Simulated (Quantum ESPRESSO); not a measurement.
C: single-point calculation (part 1 of 2)

C (4 atoms in the cell), computed with Kohn-Sham DFT of a periodic cell, PBEsol, GBRV 1.5 PBEsol, no spin polarisation (Quantum ESPRESSO 7.5).

The structure was built on a prototype by a generator; it need not be a known phase.

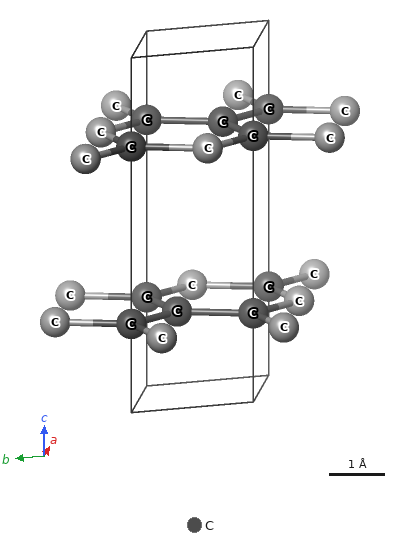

*The input geometry (ball-and-stick view of the cell of the calculation, seen at an oblique angle; neighbours outside the cell are drawn fainter).*

## Input file
```
&CONTROL
  calculation = 'scf'
  prefix = 'pwscf'
  outdir = './tmp'
  pseudo_dir = './pseudo'
  tprnfor = .true.
  tstress = .true.
  disk_io = 'nowf'
/
&SYSTEM
  ibrav = 0
  nat = 4
  ntyp = 1
  ecutwfc = 45
  ecutrho = 360
  nbnd = 14
  occupations = 'smearing'
  smearing = 'mp'
  degauss = 0.00734986
/
&ELECTRONS
  conv_thr = 8d-10
  electron_maxstep = 120
  mixing_beta = 0.5
/
ATOMIC_SPECIES
C     12.0110 c_pbesol_v1.2.uspp.F.UPF
CELL_PARAMETERS angstrom
   2.4610000000    0.0000000000    0.0000000000
  -1.2305000000    2.1312900000    0.0000000000
   0.0000000000    0.0000000000    6.7080000000
ATOMIC_POSITIONS crystal
C      0.0000000000    0.0000000000    0.2500000000
C      0.0000000000    0.0000000000    0.7500000000
C      0.3333333333    0.6666666667    0.2500000000
C      0.6666666667    0.3333333333    0.7500000000
K_POINTS automatic
12 12 4 0 0 0
```

Machine: 4 threads of AMD EPYC (Zen 3), 200 GiB of memory available, shared host.

Launch command:
```bash
OMP_NUM_THREADS=1 mpirun -n 4 pw.x -nk 4 -in pw.in > pw.out
```

## The program's output
```
This program is part of the open-source Quantum ESPRESSO suite
     for quantum simulation of materials; please cite
         "P. Giannozzi et al., J. Phys.:Condens. Matter 21 395502 (2009);
         "P. Giannozzi et al., J. Phys.:Condens. Matter 29 465901 (2017);
         "P. Giannozzi et al., J. Chem. Phys. 152 154105 (2020);
          URL
     in publications or presentations arising from this work. More details at

     Message from routine setup:
     using ibrav=0 with symmetry is DISCOURAGED, use correct ibrav instead

     K-points division:     npool     =       4
     Subspace diagonalization in iterative solution of the eigenvalue problem:
     a serial algorithm will be used

     G-vector sticks info
     --------------------
     sticks:   dense  smooth     PW     G-vecs:    dense   smooth      PW
     Sum         535     265     85                27395     9631    1807

     Using Slab Decomposition

     bravais-lattice index     =            0
     lattice parameter (alat)  =       4.6506  a.u.
     unit-cell volume          =     237.4345 (a.u.)^3
     number of atoms/cell      =            4
     number of atomic types    =            1
     number of electrons       =        16.00
     number of Kohn-Sham states=           14
     kinetic-energy cutoff     =      45.0000  Ry
     charge density cutoff     =     360.0000  Ry
     scf convergence threshold =      8.0E-10
     mixing beta               =       0.5000
     number of iterations used =            8  plain     mixing
     Exchange-correlation= SLA  PW   PSX  PSC
                           (   1   4  10   8   0   0   0)

     celldm(1)=   4.650616  celldm(2)=   0.000000  celldm(3)=   0.000000
     celldm(4)=   0.000000  celldm(5)=   0.000000  celldm(6)=   0.000000

     crystal axes: (cart. coord. in units of alat)
               a(1) = (   1.000000   0.000000   0.000000 )
               a(2) = (  -0.500000   0.866026   0.000000 )
               a(3) = (   0.000000   0.000000   2.725721 )

     reciprocal axes: (cart. coord. in units 2 pi/alat)
               b(1) = (  1.000000  0.577350 -0.000000 )
               b(2) = (  0.000000  1.154700  0.000000 )
               b(3) = (  0.000000 -0.000000  0.366875 )

     PseudoPot. # 1 for C  read from file:
     c_pbesol_v1.2.uspp.F.UPF
     Pseudo is Ultrasoft + core correction, Zval =  4.0
     Generated by new atomic code, or converted to UPF format
     Using radial grid of  721 points,  4 beta functions with:
                l(1) =   0
                l(2) =   0
                l(3) =   1
                l(4) =   1
     Q(r) pseudized with  8 coefficients,  rinner =    1.100   1.100   1.100

     atomic species   valence    mass     pseudopotential
     C                 4.00    12.01100     C ( 1.00)

     24 Sym. Ops., with inversion, found (12 have fractional translation)

   Cartesian axes

     site n.     atom                  positions (alat units)
         1        C      tau(   1) = (   0.0000000   0.0000000   0.6814303  )
         2        C      tau(   2) = (   0.0000000   0.0000000   2.0442909  )
         3        C      tau(   3) = (  -0.0000000   0.5773507   0.6814303  )
         4        C      tau(   4) = (   0.5000000   0.2886753   2.0442909  )

     number of k points=    57  Methfessel-Paxton smearing, width (Ry)=  0.0073
                       cart. coord. in units 2pi/alat
        k(    1) = (   0.0000000   0.0000000   0.0000000), wk =   0.0034722
        k(    2) = (   0.0000000   0.0000000   0.0917188), wk =   0.0069444
        k(    3) = (   0.0000000   0.0000000  -0.1834377), wk =   0.0034722
        k(    4) = (   0.0000000   0.0962250   0.0000000), wk =   0.0208333
        k(    5) = (   0.0000000   0.0962250   0.0917188), wk =   0.0416667
        k(    6) = (   0.0000000   0.0962250  -0.1834377), wk =   0.0208333
        k(    7) = (   0.0000000   0.1924500   0.0000000), wk =   0.0208333
        k(    8) = (   0.0000000   0.1924500   0.0917188), wk =   0.0416667
        k(    9) = (   0.0000000   0.1924500  -0.1834377), wk =   0.0208333
        k(   10) = (   0.0000000   0.2886749   0.0000000), wk =   0.0208333
        k(   11) = (   0.0000000   0.2886749   0.0917188), wk =   0.0416667
        k(   12) = (   0.0000000   0.2886749  -0.1834377), wk =   0.0208333
        k(   13) = (   0.0000000   0.3848999   0.0000000), wk =   0.0208333
        k(   14) = (   0.0000000   0.3848999   0.0917188), wk =   0.0416667
        k(   15) = (   0.0000000   0.3848999  -0.1834377), wk =   0.0208333
        k(   16) = (   0.0000000   0.4811249   0.0000000), wk =   0.0208333
        k(   17) = (   0.0000000   0.4811249   0.0917188), wk =   0.0416667
        k(   18) = (   0.0000000   0.4811249  -0.1834377), wk =   0.0208333
        k(   19) = (   0.0000000  -0.5773499   0.0000000), wk =   0.0104167
        k(   20) = (   0.0000000  -0.5773499   0.0917188), wk =   0.0208333
        k(   21) = (   0.0000000  -0.5773499  -0.1834377), wk =   0.0104167
        k(   22) = (   0.0833333   0.1443375   0.0000000), wk =   0.0208333
        k(   23) = (   0.0833333   0.1443375   0.0917188), wk =   0.0416667
        k(   24) = (   0.0833333   0.1443375  -0.1834377), wk =   0.0208333
        k(   25) = (   0.0833333   0.2405624   0.0000000), wk =   0.0416667
        k(   26) = (   0.0833333   0.2405624   0.0917188), wk =   0.0833333
        k(   27) = (   0.0833333   0.2405624  -0.1834377), wk =   0.0416667
        k(   28) = (   0.0833333   0.3367874   0.0000000), wk =   0.0416667
        k(   29) = (   0.0833333   0.3367874   0.0917188), wk =   0.0833333
        k(   30) = (   0.0833333   0.3367874  -0.1834377), wk =   0.0416667
        k(   31) = (   0.0833333   0.4330124   0.0000000), wk =   0.0416667
        k(   32) = (   0.0833333   0.4330124   0.0917188), wk =   0.0833333
        k(   33) = (   0.0833333   0.4330124  -0.1834377), wk =   0.0416667
        k(   34) = (   0.0833333   0.5292374   0.0000000), wk =   0.0416667
        k(   35) = (   0.0833333   0.5292374   0.0917188), wk =   0.0833333
        k(   36) = (   0.0833333   0.5292374  -0.1834377), wk =   0.0416667
        k(   37) = (   0.1666667   0.2886749   0.0000000), wk =   0.0208333
        k(   38) = (   0.1666667   0.2886749   0.0917188), wk =   0.0416667
        k(   39) = (   0.1666667   0.2886749  -0.1834377), wk =   0.0208333
        k(   40) = (   0.1666667   0.3848999   0.0000000), wk =   0.0416667
        k(   41) = (   0.1666667   0.3848999   0.0917188), wk =   0.0833333
        k(   42) = (   0.1666667   0.3848999  -0.1834377), wk =   0.0416667
        k(   43) = (   0.1666667   0.4811249   0.0000000), wk =   0.0416667
        k(   44) = (   0.1666667   0.4811249   0.0917188), wk =   0.0833333
        k(   45) = (   0.1666667   0.4811249  -0.1834377), wk =   0.0416667
        k(   46) = (   0.1666667   0.5773499   0.0000000), wk =   0.0208333
        k(   47) = (   0.1666667   0.5773499   0.0917188), wk =   0.0416667
        k(   48) = (   0.1666667   0.5773499  -0.1834377), wk =   0.0208333
        k(   49) = (   0.2500000   0.4330124   0.0000000), wk =   0.0208333
        k(   50) = (   0.2500000   0.4330124   0.0917188), wk =   0.0416667
        k(   51) = (   0.2500000   0.4330124  -0.1834377), wk =   0.0208333
        k(   52) = (   0.2500000   0.5292374   0.0000000), wk =   0.0416667
        k(   53) = (   0.2500000   0.5292374   0.0917188), wk =   0.0833333
        k(   54) = (   0.2500000   0.5292374  -0.1834377), wk =   0.0416667
        k(   55) = (   0.3333333   0.5773499   0.0000000), wk =   0.0069444
        k(   56) = (   0.3333333   0.5773499   0.0917188), wk =   0.0138889
        k(   57) = (   0.3333333   0.5773499  -0.1834377), wk =   0.0069444

     Dense  grid:    27395 G-vectors     FFT dimensions: (  30,  30,  80)

     Smooth grid:     9631 G-vectors     FFT dimensions: (  20,  20,  60)

     Initial potential from superposition of free atoms

     starting charge      15.9998, renormalised to      16.0000
     Starting wfcs are   16 randomized atomic wfcs

     Self-consistent Calculation

     iteration #  1     ecut=    45.00 Ry     beta= 0.50
     Davidson diagonalization with overlap
     ethr =  1.00E-02,  avg # of iterations =  3.9

     total energy              =     -45.88705418 Ry
     estimated scf accuracy    <       0.37674276 Ry

     iteration #  2     ecut=    45.00 Ry     beta= 0.50
     Davidson diagonalization with overlap
     ethr =  2.35E-03,  avg # of iterations =  2.3

     total energy              =     -45.89465149 Ry
     estimated scf accuracy    <       0.03595326 Ry

     iteration #  3     ecut=    45.00 Ry     beta= 0.50
     Davidson diagonalization with overlap
     ethr =  2.25E-04,  avg # of iterations =  3.4

     total energy              =     -45.89998951 Ry
     estimated scf accuracy    <       0.00083571 Ry

     iteration #  4     ecut=    45.00 Ry     beta= 0.50
     Davidson diagonalization with overlap
     ethr =  5.22E-06,  avg # of iterations =  5.9

     total energy              =     -45.90005547 Ry
     estimated scf accuracy    <       0.00005508 Ry

     iteration #  5     ecut=    45.00 Ry     beta= 0.50
     Davidson diagonalization with overlap
     ethr =  3.44E-07,  avg # of iterations =  2.3

     total energy              =     -45.90006632 Ry
     estimated scf accuracy    <       0.00000212 Ry

     iteration #  6     ecut=    45.00 Ry     beta= 0.50
     Davidson diagonalization with overlap
     ethr =  1.32E-08,  avg # of iterations =  1.4

     total energy              =     -45.90006627 Ry
     estimated scf accuracy    <       0.00000043 Ry

     iteration #  7     ecut=    45.00 Ry     beta= 0.50
     Davidson diagonalization with overlap
     ethr =  2.67E-09,  avg # of iterations =  1.9

     total energy              =     -45.90006632 Ry
     estimated scf accuracy    <       0.00000001 Ry

     iteration #  8     ecut=    45.00 Ry     beta= 0.50
     Davidson diagonalization with overlap
     ethr =  7.26E-11,  avg # of iterations =  2.1

     End of self-consistent calculation

          k = 0.0000 0.0000 0.0000 (  1179 PWs)   bands (ev):

   -12.6845 -12.3750  -1.6508   0.3666   3.9853   3.9853   4.0039   4.0039
    11.0037  15.2908  15.2908  15.3439  15.3439  17.2980

          k = 0.0000 0.0000 0.0917 (  1179 PWs)   bands (ev):

   -12.6417 -12.4231  -1.3994   0.0111   3.9880   3.9880   4.0011   4.0011
    11.7572  15.2983  15.2984  15.3360  15.3360  15.9896

          k = 0.0000 0.0000-0.1834 (  1180 PWs)   bands (ev):

   -12.5351 -12.5351  -0.7435  -0.7435   3.9946   3.9946   3.9946   3.9946
    13.6659  13.6659  15.3169  15.3170  15.3170  15.3170

          k = 0.0000 0.0962 0.0000 (  1191 PWs)   bands (ev):

   -12.5183 -12.2119  -1.4481   0.5561   3.3251   3.3594   3.6366   3.6652
    11.2045  15.3396  15.4253  15.9934  16.0460  17.4444

          k = 0.0000 0.0962 0.0917 (  1191 PWs)   bands (ev):

   -12.4760 -12.2595  -1.1982   0.2031   3.3300   3.3543   3.6408   3.6610
    11.9520  15.3365  15.4141  16.0009  16.0381  16.1751

          k = 0.0000 0.0962-0.1834 (  1190 PWs)   bands (ev):

   -12.3703 -12.3703  -0.5463  -0.5463   3.3421   3.3421   3.6509   3.6509
    13.8408  13.8408  15.3941  15.3942  16.0192  16.0192

          k = 0.0000 0.1924 0.0000 (  1209 PWs)   bands (ev):

   -12.0215 -11.7244  -0.8443   1.1178   1.6661   1.7320   2.8275   2.8687
    11.8087  15.2433  15.4279  16.1823  16.5756  17.8528

          k = 0.0000 0.1924 0.0917 (  1198 PWs)   bands (ev):

   -11.9803 -11.7705  -0.5990   0.7734   1.6757   1.7223   2.8335   2.8627
    12.5360  15.2437  15.3985  16.2354  16.4620  16.7830

          k = 0.0000 0.1924-0.1834 (  1200 PWs)   bands (ev):

   -11.8779 -11.8779   0.0402   0.0402   1.6989   1.6989   2.8480   2.8480
    14.3474  14.3474  15.3763  15.3763  16.4159  16.4160

          k = 0.0000 0.2887 0.0000 (  1207 PWs)   bands (ev):

   -11.1998 -10.9180  -0.4585  -0.3568   0.1456   1.9345   1.9835   2.0275
    12.8111  13.9288  14.5863  14.9215  15.2155  18.6214

          k = 0.0000 0.2887 0.0917 (  1202 PWs)   bands (ev):
```
